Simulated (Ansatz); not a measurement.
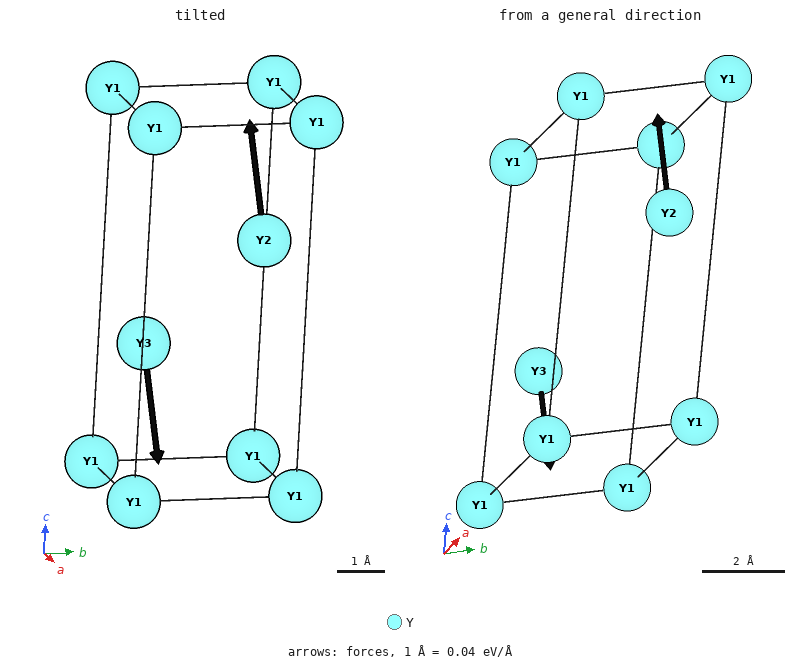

Shown here is a spheres-only view of the crystal, taken slightly off an axis and from a general direction. Atoms at the boundary of the cell (the run's own, in a reduced setting) (the box) are drawn once for each face, edge or corner they touch. The arrows are the computed forces on the atoms.

System: Y. Level of theory and settings: DFT PBE, scalar-relativistic, plane waves, PAW in Ansatz, cutoff 420 eV, k-points about 0.13 Å⁻¹ apart, Gaussian smearing of 0.1 eV, no spin polarisation.

Question: Has this structure been optimised to equilibrium?

Answer: No. The atoms still feel forces of up to about 0.088 eV/Å, above a usual threshold of 0.01 to 0.03 eV/Å.

Question: Which atom feels the largest force?

Answer: Y2 and Y3, about 0.088 eV/Å.

Starting structure: a structure listed in the Materials Project. Earlier steps of the study may have refined or changed the cell and positions. It was the input of a calculation with Ansatz.
